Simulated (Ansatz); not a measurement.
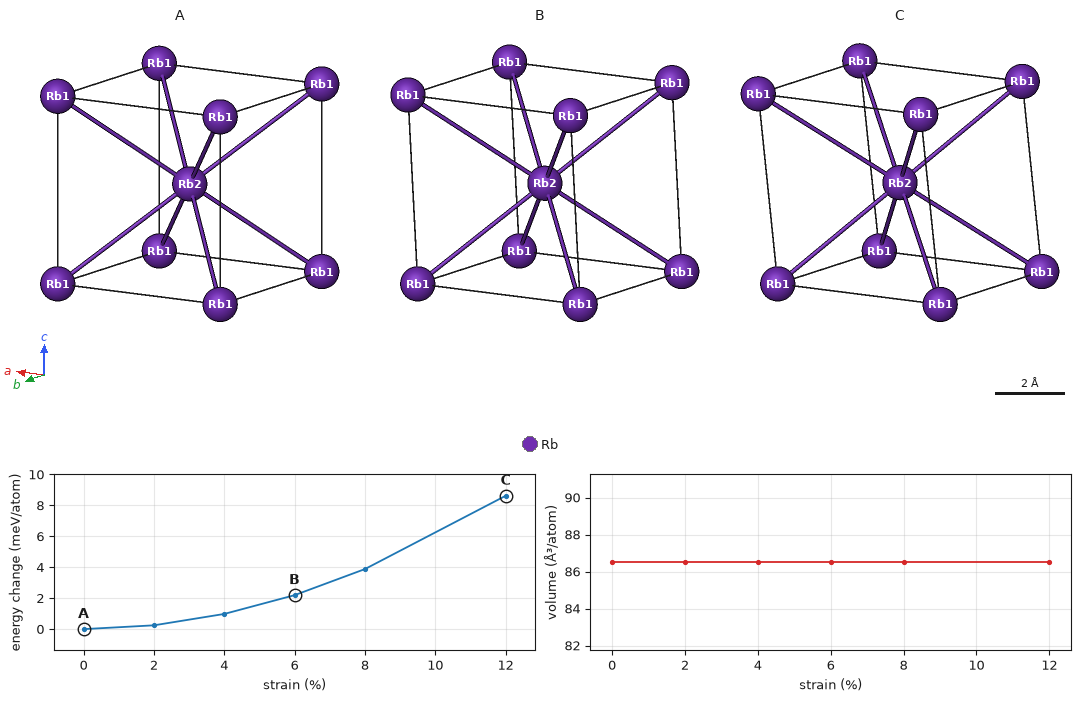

Members of a series of calculations on solid Rb (set up in Im-3m), marked on the first curve. Style: ball-and-stick. Shown: the cell of the calculation, from a free direction.

All numbers below come from DFT PBEsol, scalar-relativistic, plane waves, PAW (Ansatz). (plane-wave cutoff 420 eV; k-point mesh 10 × 10 × 10; occupations gaussian; smearing width 0.1 eV; no spin polarisation)

Describe the series.

Shear of c along a, cell held, atoms relaxed. A (strain 0.0 %): energy change 0.0 meV/atom, volume 86.49 Å³ per atom. B (strain 6.0 %): energy change 2.2 meV/atom, volume 86.49 Å³ per atom. C (strain 12.0 %): energy change 8.6 meV/atom, volume 86.49 Å³ per atom. The rest compares A with C. The drawn cell changes at constant volume: a = b unchanged at 5.572 Å, c 5.572 → 5.612 Å (+0.7 %), β 90.0° → 83.2°. Some distances before and after: Rb–Rb 4.825 → 4.640 to 5.026 Å.
